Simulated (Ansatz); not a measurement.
```
K Br
1.0
     4.68257    0.00000    0.00000
    -2.34129    4.05523    0.00000
     0.00000    0.00000   15.91374
K Br
4 4
Direct
  0.33333 0.66667 0.12313
  0.66667 0.33333 0.62313
  0.33333 0.66667 0.37687
  0.66667 0.33333 0.87687
  0.00000 0.00000 0.00000
  0.00000 0.00000 0.50000
  0.33333 0.66667 0.75000
  0.66667 0.33333 0.25000
```

Space group P6₃/mmc; a generated structure, not necessarily the stable one.

The calculation used Ansatz, DFT PBE, scalar-relativistic, plane waves, PAW.

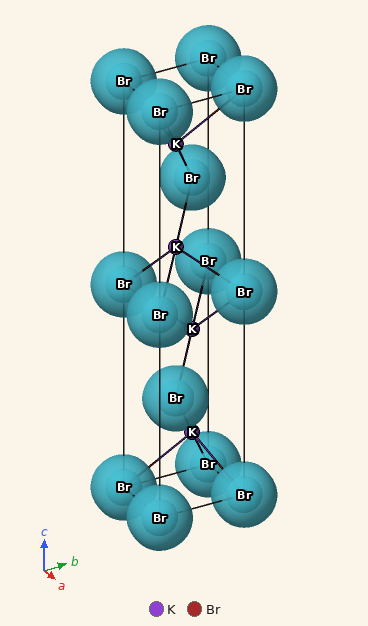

KBr. Isosurface of the electron localisation function at 0.8 (cyan), seen slightly off an axis. Core shells and regions of very low density are left out. Sticks mark near contacts.

In a PAW calculation such maps are meaningful between the atoms, not at the nuclei.

What do the ELF domains correspond to?

At this value the surface marks out four regions wrapped around Br (the valence shell of each), counted in one cell of 8 atoms. Regions shared between cells count once. Along the contacts the grid gives the following. K–Br (3.34 Å): the ELF is about 0.10 at the midpoint: a largely ionic contact.

Does the calculation give a band gap?

It is gapped, with a Kohn–Sham gap of 4.3 eV on the k-point mesh (the band edges may lie off the mesh, which would make the gap smaller).
